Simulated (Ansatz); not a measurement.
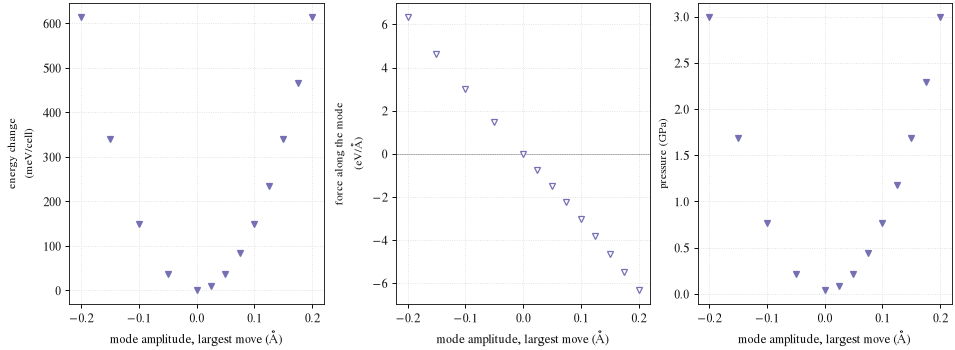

How it was computed, with Ansatz 0.2.0: a normal mode of the cell frozen into a crystal at growing amplitude, by plane-wave density functional theory with PAW datasets, free energies less that of the undisturbed cell, pressure positive in compression; scalar-relativistic. Level: r2SCAN, no spin polarisation.

- wave cutoff: 500 eV
- k mesh: 12×10×10
- occupations: Gaussian
- smearing width: 0.15 eV
- k shift: (0, 0, 0) (mesh steps)
- start: relaxed

Starting cell:
```yaml
crystal:
  lattice:
    - [4.08803, 0.00000, 0.00000]
    - [0.00000, 4.08803, 2.85133]
    - [0.00000, -4.08803, 2.85133]
  atoms:
    - { symbol: Al, position: [0.50000, 0.75000, 0.75000] }
    - { symbol: Al, position: [0.50000, 0.25000, 0.25000] }
    - { symbol: Al, position: [0.00000, 0.50000, 0.00000] }
    - { symbol: Al, position: [0.00000, 0.00000, 0.50000] }
    - { symbol: Cu, position: [0.00000, 0.50000, 0.50000] }
    - { symbol: Cu, position: [0.00000, 0.00000, 0.00000] }
```

Displacement pattern for amplitude 1 (x, y, z for each atom, in the order of the cell):
```csv
atom,x,y,z
Al1,0.00,0.00,0.00
Al2,0.00,0.00,0.00
Al3,0.00,-1.00,0.00
Al4,0.00,1.00,0.00
Cu5,0.00,0.00,-0.27
Cu6,0.00,0.00,0.27
```

**Figure.** Energy change, force along the mode and pressure against mode amplitude for Al₂Cu, space group P4/mmm (No. 123).

The points at mode amplitude −0.15, −0.05, 0.1 and 0.2 follow from computed ones by symmetry.

The energy rises on both sides of the starting structure, which is therefore a minimum along this path. The energy change is 614.4 meV/cell at mode amplitude −0.200 Å and 614.4 meV/cell at 0.200 Å; the lowest computed point is at mode amplitude 0.000 Å (0.0 meV/cell). The force along the mode falls from 6.3 eV/Å at mode amplitude −0.200 Å to −6.3 eV/Å at 0.200 Å, and changes sign near 0.000 Å. The pressure goes from 2.995 GPa at mode amplitude −0.200 Å to 2.995 GPa at 0.200 Å, not monotonically, with a low of 0.037 GPa at 0.000 Å. The harmonic force constant k (E = k x²/2 near the start) is 29.8 eV/Å².
